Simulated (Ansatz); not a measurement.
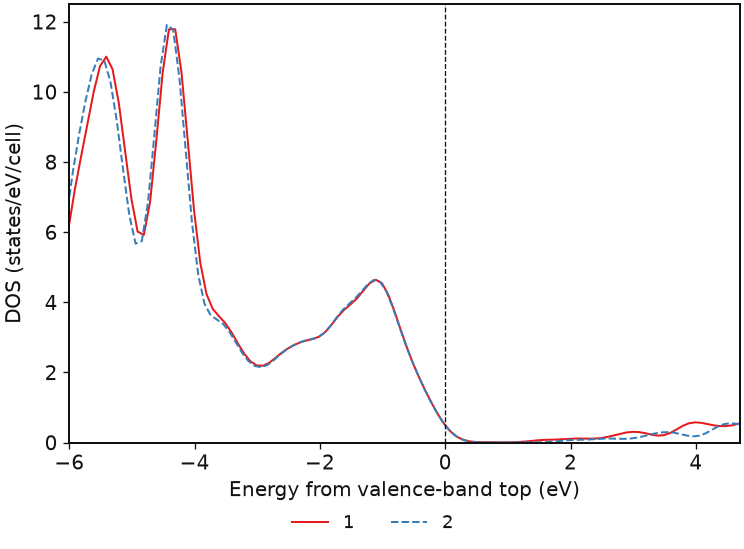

Total densities of states of wurtzite ZnO, space group P6_3mc, 4 atoms in the cell (a = 3.249 Å, c = 5.206 Å (hexagonal axes)), by two methods on the same cell. The DOS curves are built from the levels of the k mesh with Gaussians 0.55 eV wide, which also blur the band edges; ripples of that width can come from the mesh. Each is counted from its own valence-band top.

Which curve is which? The methods: r2SCAN, PBEsol.

Answer. 1 is PBEsol; 2 is r2SCAN. PBEsol gives a gap of 0.70 eV and r2SCAN gives a gap of 1.23 eV.

Settings. PBEsol: Ansatz PAW, no spin polarisation, no spin-orbit coupling, 9×9×5 k mesh, 420 eV cutoff, Fermi-Dirac smearing of 0.05 eV (Ansatz 0.2.0). r2SCAN: Ansatz PAW, no spin polarisation, no spin-orbit coupling, 9×9×5 k mesh, 500 eV cutoff, Fermi-Dirac smearing of 0.05 eV (Ansatz 0.2.0).

Gaps are the smallest over all k points computed. The PAW data sets were made with another functional. LDA, GGA and most meta-GGA functionals understate gaps.
